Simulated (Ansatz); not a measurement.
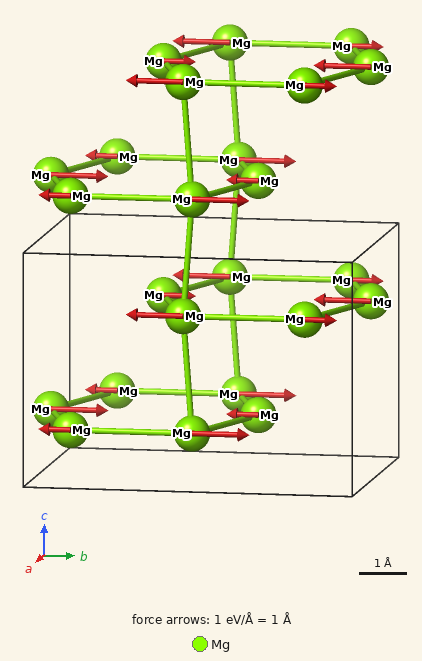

A changed version of a symmetric starting cell of Mg (made from another compound by putting Mg in place of Ba), with the computed forces as red arrows. Besides, all lengths are scaled by −3.3 % (volume −9.6 %). The picture is a ball-and-stick view of the conventional cell (2 times the calculation's cell), repeated 1 × 1 × 2 with one cell outlined, seen slightly off an axis. Lengths and directions refer to the drawn axes.

Level of theory: DFT PBEsol, scalar-relativistic, plane waves, PAW (Ansatz 0.2.0). (plane-wave cutoff 420 eV; k-point mesh 10 × 10 × 8; occupations gaussian; smearing width 0.1 eV; no spin polarisation)

Q: Where do the forces point?

A: The atoms keep their fractional coordinates. No relaxation follows. The starting cell wasn't computed here and needn't be at equilibrium, so pressure and forces aren't due to the change alone. Among the bonded contacts that change: Mg–Mg 2.986 → 2.887 Å, Mg–Mg 2.720 → 2.630 Å, Mg–Mg 2.617 → 2.531 Å. The space group stays Cmcm (No. 63). The pressure is 5.2 GPa (not all of it need come from the change, since the unchanged cell can be under pressure at this level too). The principal stresses (compression positive) are 6.7 GPa along c, 6.5 GPa along b, 2.3 GPa along a. The largest forces, 1.2 eV/Å, act on 2 Mg atoms of the calculation's cell.
